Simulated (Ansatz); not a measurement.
# Run report: KI, single-point calculation

KI (2 atoms in the cell), computed with DFT PBE, scalar-relativistic, plane waves, PAW, no spin polarisation (Ansatz 0.2.0).

The structure derives from a Materials Project entry. Figures and captions count atoms from 1; the log counts them from 0 in places.

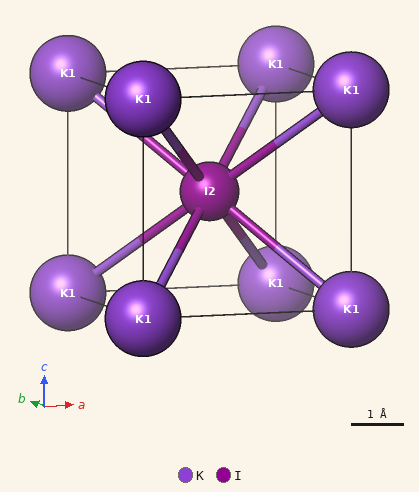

The structure (ball-and-stick view of the cell of the calculation, seen slightly off an axis; atoms are numbered from 1 in the order of the input). Near neighbours in the crystal (not all of them lie inside the picture): K has 8 I at 3.72 Å; I has 8 K at 3.72 Å.

### Results in brief

```csv
quantity,value
outcome,converged
space group (tolerance 0.01 Å),Pm-3m (221)
electrons treated,26
free energy,−9053.5550 eV
Fermi energy,5.542 eV
gap on the k-point mesh,3.33 eV
largest force (length of the vector),under 0.001 eV/Å
hardware,"1 thread of Arm Neoverse V2, 24 GiB of memory available, shared host"
wall time,3.1 s
peak memory,0.34 GiB
```

### Input file
```yaml
crystal:
  lattice:
    - [4.29119666, 0.0, 0.0]
    - [0.0, 4.29119666, 0.0]
    - [0.0, 0.0, 4.29119666]
  atoms:
    - { symbol: K, position: [0.0, 0.0, 0.0] }
    - { symbol: I, position: [0.5, 0.5, 0.5] }
basis:
  ecutwfc: 500
  fft_grid_basis: typed
kpoints:
  mp_grid: { grid: [8, 8, 8] }
hamiltonian:
  xc: pbe
scf:
  occupations: { method: gaussian, width: 0.05 }
  n_extra_bands: 6
output:
  forces: true
  stress: false
  eigenvalues: true
  bader: false
  write_density: false
  volumetric_format: npy
  band_densities:
    - { e_range: [-2.27, -1.66] }
    - { e_range: [1.66, 2.27] }
    - { e_range: [-3.98, -1.64] }
    - { e_range: [-12.86, -12.28] }
    - { e_range: [-14.68, -14.44] }
  dos:
    e_range: [-30, 8]
    de: 0.02
    method: { smearing: { sigma: 0.03, scheme: gaussian } }
    projected: { site_lists: { I: [I], K: [K] } }
checkpoint:
  read: start.run
  write: ck
  compress: false
  write_wavefunctions: false
  write_every: 100000
```

Run as:
```bash
ansatz run input.yaml --threads 1 --pin off --max-ram 2560MiB --backend cpu --events-out ev --progress --plain --runs-dir out
```

### Log
```
scf.n_extra_bands = 6 over 13 filled bands (N_el = 26.0): the run solves 19 bands
Engine: ansatz 0.2.0, aarch64-unknown-linux-gnu
Pseudopotentials: kind: paw
Pseudopotential: K, paw, valence charge 9, recommended cutoff 420 eV (normal), K.paw.azcp
Pseudopotential: I, paw, valence charge 17, recommended cutoff 420 eV (normal), I.paw.azcp
Functional definition: PBE
  parameter kappa = 0.804
  parameter beta = 0.06672455060314922
  exchange = pbe_x(kappa = kappa, mu = beta*pi^2/3)
  correlation = pbe_c(beta = beta)
Crystal: 2 atoms, lattice volume = 79.020 Å³
Basis set: ecut = 500 eV, 2007 PW (Γ), exchange–correlation on 64×64×64 points (8 copies of the dense FFT grid, shifted against one another)
Bands: 19, of which v1, the nominal top of the filled ones, is band 13 counted from 1 (12 counted from 0)
Symmetry: 48 space group operations
Space group: Pm-3m (ITA 221), of the structure as read, at distance tolerance 4.3e-5 Å
k-points: 35 of 512
Non-local potential: K, projectors of the file, l = 0: 3, l = 1: 2, l = 2: 2
Non-local potential: I, projectors of the file, l = 0: 2, l = 1: 2, l = 2: 2, l = 3: 2
PAW form: soft (Blöchl's): semilocal exchange-correlation on the pseudo side does not see the compensation charge
PAW one-centre angular grid: K, 110 points (default); XC on 64 Gauss nodes
PAW one-centre angular grid: I, 590 points (default); XC on 64 Gauss nodes
Initial density: read from a saved state, or passed on in memory by an earlier SCF of this step, an earlier step, the calling program or the single point that the run made first
Stability of the state it starts from, as read at its close in the unpolarized treatment: not read negative (Ritz values of 1 − χ₀K, real part plus size of imaginary part, from 0.96 to 1.4, by its mixing steps under the symmetry group of the SCF that read it)
Initial wavefunctions: pseudopotential atomic-orbital guess
Functional: x = pbe(κ = 0.804, μ = 0.2195149727645171), c = pbe(β = 0.06672455060314922)
iter 1 solved again at ethr=5.51e-7 eV; its pass at ethr=3.10e-3 eV (dr2=1.43e-4 eV) is discarded
SCF iter   1: F=—  HF=-9053.555013 eV  |F-HF|=—  |Δ(HF+E_count)|=         —  Δρ=2.76e-6  dr2=6.30e-9  ethr=5.51e-7  ⟨swp⟩=3.0  Hψ=5735  notcnv=0
eigensolver tolerance schedule: the retry pair's looser diagonalisation over-reported the residual by 22735.84 of it (diagonalisation noise at an unbounded share of the residual, at the tolerance the schedule requests for it); recorded, not acted on — ethr = c·dr2/N_el stays at c = 1.0e-1
preconditioner: auto → Resta (q_TF=auto, 2.267 Å⁻¹)  ε∞=2.2  [insulator: Δε(μ)=3.334 eV  Ē_g=14.414 eV  σ=0.050 eV  W_gap=1.00  n_scr=18 (ndim 8)  ℏωp=15.6 eV  f_vac=0.050  D(μ)=0.00/eV (n_scr^D=0)  ε∞_Penn≈2.2]
SCF iter   2: F=—  HF=-9053.555015 eV  |F-HF|=—  |Δ(HF+E_count)|=   1.63e-6  Δρ=1.46e-6  dr2=1.68e-9  ethr=2.42e-11  ⟨swp⟩=7.9  Hψ=3476  notcnv=0
SCF iter   3: F=-9053.555015 eV  HF=-9053.555015 eV  |F-HF|=6.06e-10  |Δ(HF+E_count)|=   3.03e-9  Δρ=5.81e-7  dr2=3.10e-10  ethr=6.48e-12  ⟨swp⟩=1.0  Hψ=1926  notcnv=0
SCF 1 converged in 3 iterations: F = -9053.555015 eV  dr2 = 3.10e-10
  greatest PAW one-centre occupation: 0.999 electrons in one spin orbital (limit 2), on the I atom at site 1 (counted from 0), in its partial waves of l = 2
SCF converged after 3 iterations
Free energy (F): -9053.555015 eV
Harris-Foulkes:  -9053.555015 eV  (|F-HF|=6.06e-10)
Internal energy: -9053.555015 eV  (E = F + TS)
E sigma→0 (E₀):  -9053.555015 eV
Fermi energy:    5.542205 eV
--- Per-component energies (eV) ---
  E_band       = -495.988893
  E_kinetic    = 443.004243
  E_local      = -2646.251471  (includes V_loc(G=0)·N_el)
  E_nonlocal   = -77.615754
  E_hartree    = 1262.767706
  E_xc         = -263.552743
  E_vxc        = -293.915402  (∫ρ·V_xc dr)
  E_paw        = -5598.817043  (= ΣΔE_a)
  E_vpaw       = -446.746282  (= ΣTr[D̂ρ^β])
  E_aug_tail   = -0.000029  (compensation charges beyond the density's cutoff)
  E_ewald      = -2173.089925
  E_smearing   = -0.000000  (= −TS)
  E_closure    = -0.000000  (closes the sum)
  Σ components = -9053.555015   (vs F -9053.555015, Δ=0.00e0)
--- Forces (eV/Å), atoms counted from 1 ---
  atom   1  K     -0.00000000     0.00000000     0.00000000
  atom   2  I      0.00000000    -0.00000000     0.00000000
  max |Σ_I F_I| component: 1.78e-29 eV/Å
--- Band table (eV; the first three rows and the last of 35) ---
  k-point 0: bands = ["-39.3739", "-39.3739", "-39.3739", "-39.3726", "-39.3726", "-25.4943", "-8.9480", "-8.9480", "-8.9480", "-7.2842", "3.5146", "3.5146", "3.5146", "7.2087", "8.6480", "8.6480", "12.2459", "12.2459", "12.2459"]
  k-point 1: bands = ["-39.3739", "-39.3739", "-39.3739", "-39.3726", "-39.3726", "-25.4937", "-8.9740", "-8.9463", "-8.9463", "-7.2396", "3.1142", "3.5254", "3.5254", "7.5712", "8.7597", "9.0297", "12.1907", "12.1907", "12.3061"]
  k-point 2: bands = ["-39.3740", "-39.3740", "-39.3739", "-39.3726", "-39.3724", "-25.4920", "-9.0335", "-8.9422", "-8.9422", "-7.1327", "2.3769", "3.5515", "3.5515", "8.2498", "9.0900", "9.9815", "12.1224", "12.1224", "12.4661"]
  k-point 34: bands = ["-39.3741", "-39.3741", "-39.3741", "-39.3719", "-39.3719", "-25.4809", "-9.0124", "-9.0124", "-9.0124", "-6.7649", "2.2188", "2.2188", "2.2188", "9.5145", "9.5145", "9.5145", "12.6766", "12.6766", "12.6766"]
--- Band densities, each state counted as filled ---
  window                                       electrons  max residual (eV)  cut levels
  e_range: [-2.27, -1.66]                       1.851562             1.1e-6           0
  e_range: [1.66, 2.27]                         0.039062             1.3e-4           0
  e_range: [-3.98, -1.64]                       6.000000             1.5e-6           0
  e_range: [-12.86, -12.28]                     2.000000             4.9e-7           0
  e_range: [-14.68, -14.44]                     6.000000             4.7e-7           0
```

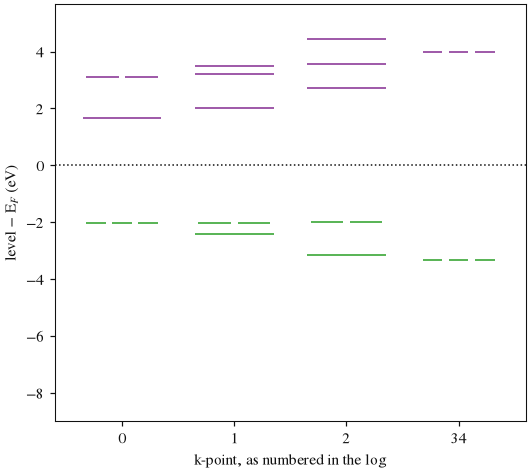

Kohn–Sham levels near the Fermi level (dotted) at the few k-points that the log prints; levels within 0.02 eV of each other stand side by side. Among these points the highest filled and lowest empty levels are 3.66 eV apart; the gap on the full mesh, 3.33 eV, has an edge at a point that isn't printed.
